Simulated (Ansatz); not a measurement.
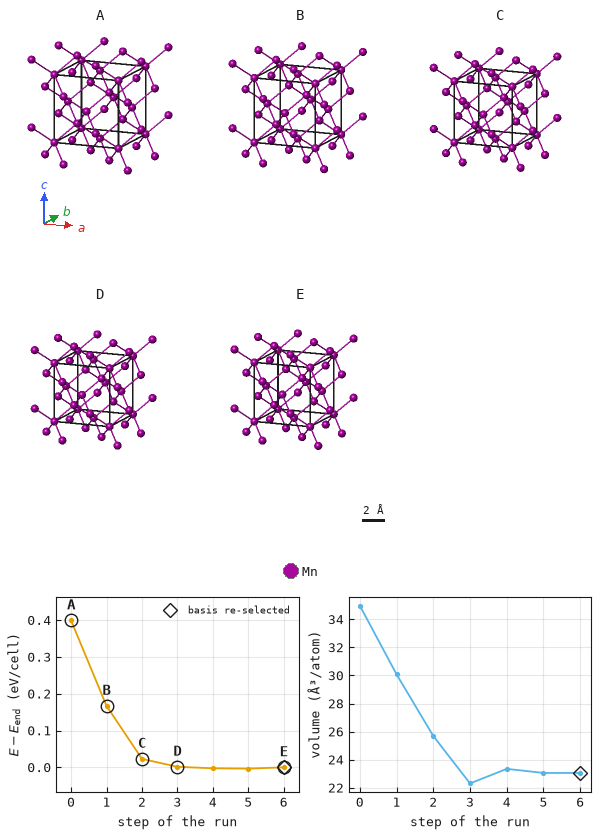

Frames of a relaxation of solid Mn (a generated structure, set up in Fd-3m), marked on the history of the run. Style: ball-and-stick. Shown: the conventional cell (4 times the calculation's cell), slightly off an axis. Lengths and directions refer to the drawn axes.

Case: Sn → Mn on all its sites, cell and atoms relaxed.

Method: Ansatz 0.2.0, DFT PBEsol, scalar-relativistic, plane waves, PAW. Settings: plane-wave cutoff 420 eV; k-point mesh 12 × 12 × 12; occupations gaussian; smearing width 0.1 eV; collinear spin; cell and atoms relaxed; force threshold 0.01 eV/Å; at most 60 steps.

Describe the path.

The atoms keep their places relative to the cell (all moves are under 0.005 Å). The volume changes by −34.1 %, with a = b = c 6.541 → 5.693 Å (−13.0 %). Near-neighbour distances that change, for instance: Mn–Mn 2.832 → 2.465 Å. The space group stays Fd-3m (No. 227). Over 5 accepted moves (6 points after the start) the energy falls by 0.399 eV per cell of the calculation. All forces vanish by symmetry, so only the cell relaxes. Pressure: −4.10 GPa at the start and −0.06 GPa at the end. At 1 point the geometry stayed and the basis and grid were re-selected for the new cell (energy shift of 3.5 meV per cell of the calculation at most each time). The run may lie on a higher electronic state than the lowest, so the end point isn't shown to be the ground-state structure. From step 0 to 1: volume −14.0 %, energy −0.232 eV per cell of the calculation. From step 1 to 2: volume −14.6 %, energy −0.144 eV per cell of the calculation. From step 2 to 3: volume −13.2 %, energy −21.5 meV per cell of the calculation. From step 3 to 6: volume +3.4 %, energy −1.5 meV per cell of the calculation.
